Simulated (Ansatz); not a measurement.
## Single-point calculation of Ti₁₆O₃₃ (charge −1) (part 1 of 4)

- system: Ti₁₆O₃₃ (defect cell, 49 atoms in the cell, total charge −1)
- method: DFT PBE, scalar-relativistic, plane waves, PAW, spin-polarised (Ansatz 0.2.0)

The structure derives from an entry of the Crystallography Open Database.

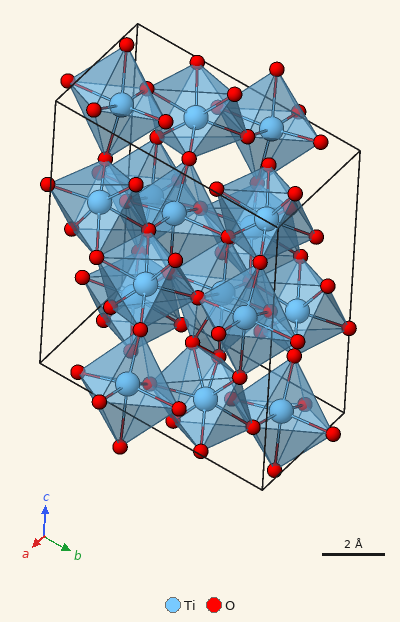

The input geometry (polyhedral view of the cell of the calculation, seen slightly off an axis; polyhedra are completed across the faces of the cell). An atom can appear more than once, as a periodic image.

### Key numbers

| quantity | value |
| --- | --- |
| outcome | converged |
| electrons treated | 391 |
| free energy | −58768.9043 eV |
| Fermi energy | 12.054 eV |
| gap on the k-point mesh | none (metallic) |
| net moment of the cell | −0.69 μB |
| integrated absolute moment | 0.87 μB |
| largest force (length of the vector) | 0.130 eV/Å |
| hardware | 4 threads of Arm Neoverse V2, 24 GiB of memory available, shared host |
| wall time | 5.5 min (CPU time 22 min) |
| peak memory | 3.3 GiB |

### Notes

The cell is charged and computed with a neutralising background, so its energy and pressure depend on the cell and aren't those of a real crystal.

### Input
```yaml
crystal:
  lattice:
    - [-4.515, 5.497, 4.939]
    - [4.515, -5.497, 4.939]
    - [4.515, 5.497, -4.939]
  atoms:
    - { symbol: Ti, position: [0.2163489038, 0.126632723, 0.0847913354] }
    - { symbol: Ti, position: [0.7073570527, 0.6311368167, 0.0825592169] }
    - { symbol: Ti, position: [0.7134113162, 0.1213665673, 0.5878756133] }
    - { symbol: Ti, position: [0.2172508588, 0.6234762748, 0.5898247365] }
    - { symbol: Ti, position: [0.036446789, 0.1182424987, 0.4073247538] }
    - { symbol: Ti, position: [0.5462599083, 0.6249902951, 0.4362967855] }
    - { symbol: Ti, position: [0.5408707199, 0.1325111776, 0.9138432265] }
    - { symbol: Ti, position: [0.0389312371, 0.6226129912, 0.9120758812] }
    - { symbol: Ti, position: [0.7929030023, 0.3694865005, 0.4189839833] }
    - { symbol: Ti, position: [0.2900892137, 0.8669859415, 0.4093248503] }
    - { symbol: Ti, position: [0.2657742505, 0.3671267096, 0.8982058703] }
    - { symbol: Ti, position: [0.7951673752, 0.8785863483, 0.914956293] }
    - { symbol: Ti, position: [0.9582060956, 0.37268549, 0.0888235941] }
    - { symbol: Ti, position: [0.4631423484, 0.8816988095, 0.0859166185] }
    - { symbol: Ti, position: [0.4576393231, 0.362545228, 0.5872900195] }
    - { symbol: Ti, position: [0.9655790459, 0.8683995947, 0.5853219601] }
    - { symbol: O, position: [0.3964113615, 0.3382131788, 0.3304330938] }
    - { symbol: O, position: [0.8992809642, 0.8385400751, 0.3229717312] }
    - { symbol: O, position: [0.9088455307, 0.3401050987, 0.8186320957] }
    - { symbol: O, position: [0.4033214264, 0.8478218928, 0.8263981964] }
    - { symbol: O, position: [0.0186075966, 0.0712092953, 0.1705251919] }
    - { symbol: O, position: [0.4834328966, 0.6022759684, 0.1646557797], spin: 0.2 }
    - { symbol: O, position: [0.5198520285, 0.0698265301, 0.670389583] }
    - { symbol: O, position: [0.0236318148, 0.5698642767, 0.6750308583] }
    - { symbol: O, position: [0.8466881463, 0.1676976572, 0.4392889572] }
    - { symbol: O, position: [0.3496902919, 0.6727930439, 0.4461868502] }
    - { symbol: O, position: [0.3438909924, 0.1722494166, 0.9364177848], spin: 0.2 }
    - { symbol: O, position: [0.8491143518, 0.6718699641, 0.9448691087] }
    - { symbol: O, position: [0.7421402611, 0.3966579016, 0.0367157184], spin: 0.2 }
    - { symbol: O, position: [0.2315643911, 0.9045056585, 0.0542301902] }
    - { symbol: O, position: [0.2296564047, 0.3984790727, 0.5564618293] }
    - { symbol: O, position: [0.729291174, 0.8963645201, 0.5515608667] }
    - { symbol: O, position: [0.6000082075, 0.158917234, 0.1727766511] }
    - { symbol: O, position: [0.1028051797, 0.6513135709, 0.1714686144] }
    - { symbol: O, position: [0.0897290166, 0.1445989779, 0.6628721161] }
    - { symbol: O, position: [0.5962950049, 0.6494644737, 0.6766298928] }
    - { symbol: O, position: [0.9826318611, 0.4219302348, 0.3265136521] }
    - { symbol: O, position: [0.4804832047, 0.9291468573, 0.3241683648] }
    - { symbol: O, position: [0.4759650379, 0.4188067964, 0.8278308564] }
    - { symbol: O, position: [0.9835857874, 0.92469333, 0.8272203336] }
    - { symbol: O, position: [0.1485559558, 0.3189060802, 0.0503526555] }
    - { symbol: O, position: [0.6534957708, 0.8265531658, 0.0539229426] }
    - { symbol: O, position: [0.6511329235, 0.3202732788, 0.5589237315] }
    - { symbol: O, position: [0.1522598728, 0.8200784805, 0.5544740676] }
    - { symbol: O, position: [0.2659466751, 0.0879128793, 0.4434140384] }
    - { symbol: O, position: [0.7866227693, 0.5984411021, 0.4762622085] }
    - { symbol: O, position: [0.7683044272, 0.0902131089, 0.9409138023] }
    - { symbol: O, position: [0.2685796441, 0.597510666, 0.9374569766] }
    - { symbol: O, position: [0.5884644441, 0.519911119, 0.2089298664], spin: 0.2 }
magnetization:
  spin_polarized: true
total_charge: -1
basis:
  ecutwfc: 420
  fft_grid_basis: typed
kpoints:
  mp_grid: { grid: [2, 2, 2] }
hamiltonian:
  xc: pbe
  pseudopotentials: { kind: paw }
scf:
  occupations: { method: gaussian, width: 0.05 }
output:
  forces: true
  stress: false
  eigenvalues: true
  bader: true
  write_density: true
  volumetric_format: npy
  populations: true
```

Command:
```bash
ansatz run input.yaml --threads 4 --pin off --max-ram 10240MiB --backend cpu --events-out ev --progress --plain --runs-dir out
```

### The program's output
```
Engine: ansatz 0.2.0, aarch64-unknown-linux-gnu
Pseudopotentials: kind: paw
Pseudopotential: Ti, paw, valence charge 12, recommended cutoff 420 eV (normal), Ti.paw.azcp
Pseudopotential: O, paw, valence charge 6, recommended cutoff 420 eV (normal), O.paw.azcp
Functional definition: PBE
  parameter kappa = 0.804
  parameter beta = 0.06672455060314922
  exchange = pbe_x(kappa = kappa, mu = beta*pi^2/3)
  correlation = pbe_c(beta = beta)
Crystal: 49 atoms, lattice volume = 490.323 Å³
Basis set: ecut = 420 eV, 9621 PW (Γ), exchange–correlation on 120×120×120 points (8 copies of the dense FFT grid, shifted against one another)
Bands: 245, of which v1, the nominal top of the filled ones, is band 196 counted from 1 (195 counted from 0)
Symmetry: 1 space group operations
Space group: P1 (ITA 1), of the structure as read, at distance tolerance 7.9e-5 Å
Magnetic group: BNS 1.1 (UNI 1), of the structure as read, at distance tolerance 7.9e-5 Å
k-points: 8
Non-local potential: Ti, projectors of the file, l = 0: 3, l = 1: 2, l = 2: 3, l = 3: 1
Non-local potential: O, projectors of the file, l = 0: 2, l = 1: 2, l = 2: 1
PAW form: soft (Blöchl's): semilocal exchange-correlation on the pseudo side does not see the compensation charge
PAW one-centre angular grid: Ti, 590 points (default); XC on 64 Gauss nodes
PAW one-centre angular grid: O, 110 points (default); XC on 64 Gauss nodes
Initial density: superposition of atomic densities (chi_scale 0.1, normalization cell, long waves kept (reshape's long-wave potential 0.15 eV rms))
Starting moments: Σ|m| = 0.8 μB on 4 of 49 sites
Initial wavefunctions: pseudopotential atomic-orbital guess
Functional: x = pbe(κ = 0.804, μ = 0.2195149727645171), c = pbe(β = 0.06672455060314922)
```
